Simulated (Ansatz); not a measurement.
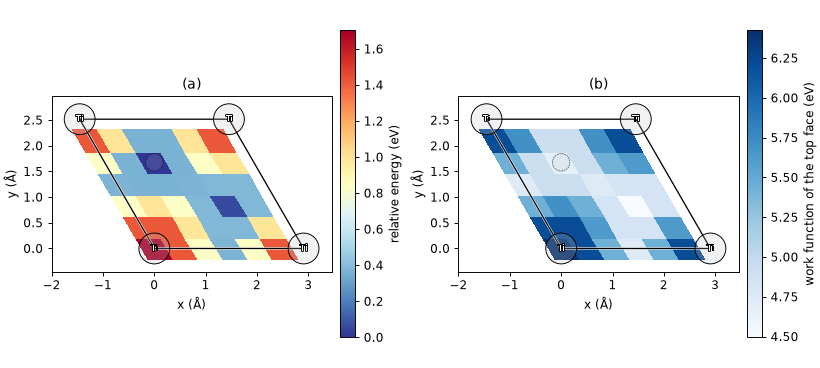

H on a Ti(111) slab cut from the Fm-3m phase, its upper half relaxed before the scan (3 atoms of substrate and one adsorbate in a 1 × 1 cell). 
- H is moved over the surface cell; relaxed at each place: the height of the adsorbate's atoms; substrate rigid; the origin of the map has the adsorbate above Ti3.
- Places are given modulo a cell vector. The map is drawn in real space over the plane of the surface.
- The scan uses a 6 × 6 grid; 10 points were computed and 26 follow by symmetry.
- Energies: eV, counted from the lowest grid point.
- With one adsorbate in each 1 × 1 cell, its nearest image is 2.9 Å away, so neighbouring adsorbates interact.
- Theory: DFT PBE, scalar-relativistic, plane waves, PAW (Ansatz). Settings: cutoff 420 eV, k-mesh 9×9×1, gaussian smearing 0.1 eV, no spin polarisation.

Panel (a) is the energy; panel (b) is the computed work function of the top face, in eV.

The picture shows one coloured cell a grid point, labelled circles for the atoms of the top layer and small ones for the second layer, the outline of one cell of the plane.

> How does the work function of the top face vary over the map, and what is it at the lowest grid point?

It runs from 4.50 eV at a threefold hollow over a third-layer Ti atom, (4/6, 2/6) of the cell vectors to 6.42 eV at the top site over a surface Ti atom, (0/6, 0/6) of the cell vectors. At the lowest grid point, a threefold hollow over a second-layer Ti atom, (2/6, 4/6) of the cell vectors, it is 4.68 eV.

PAW datasets: the set soft_1.
